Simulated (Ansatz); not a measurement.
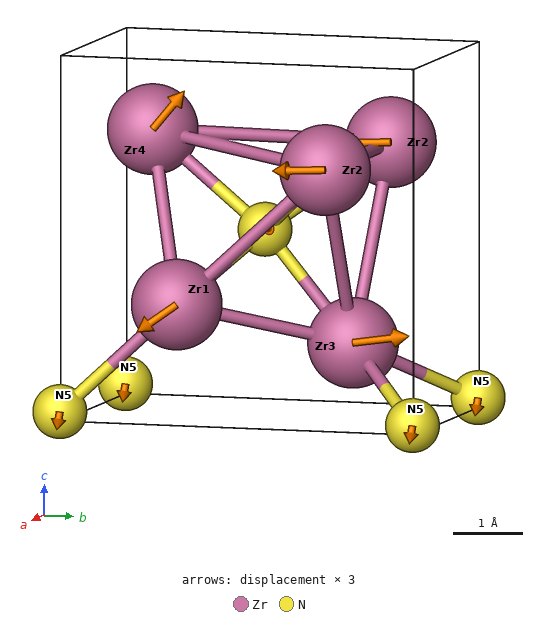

A relaxation of solid Zr2N (set up in P1). The starting structure is drawn; orange arrows show the displacements (the part carried along by the change of the cell is left out), 3 times their true length.

The picture is a ball-and-stick view of the cell of the calculation, reduced to other axes, seen slightly off an axis. Lengths and directions refer to the drawn axes.

Case: cure: more steps.

Level of theory: Ansatz, DFT PBEsol, scalar-relativistic, plane waves, PAW. Settings: plane-wave cutoff 420 eV; k-point mesh 4 × 4 × 6; occupations gaussian; smearing width 0.1 eV; no spin polarisation; cell and atoms relaxed; force threshold 0.005 eV/Å; at most 100 steps.

Q: Which element moves most?

A: Zirconium: up to 0.30 Å, against 0.10 Å for nitrogen.

Q: Describe the change and its energy.

A: The atom that moves furthest relative to the cell is a Zr atom (0.30 Å roughly along +b). By element the largest moves are Zr 0.30 Å, N 0.10 Å. Cell: a 3.308 → 3.271 Å (−1.1 %), b = c 5.413 → 5.370 Å (−0.8 %). Volume −2.7 %. Near-neighbour distances that change, for instance: Zr–Zr 3.686 → 3.182 Å, Zr–Zr 3.635 → 3.182 Å, Zr–Zr 3.612 → 3.182 Å, Zr–Zr 3.576 → 3.182 Å. Bond angles that change, for instance: Zr–N–Zr 164.4° → 180.0°, Zr–N–Zr 164.5° → 180.0°, Zr–N–Zr 166.2° → 180.0°. The space group (tolerance 0.01 Å) goes from P1 (No. 1) to P4_2/mnm (No. 136). The energy falls by 2.428 eV per cell of the calculation in 6 accepted moves (8 points after the start). The largest force component goes from 4.7 to 0.00019 eV/Å. The pressure goes from 3.28 to 0.00 GPa. The SCF was repeated twice at an unchanged geometry on a basis and grid sized afresh for the cell, which shifted the energy by 2.7 meV per cell of the calculation at most.
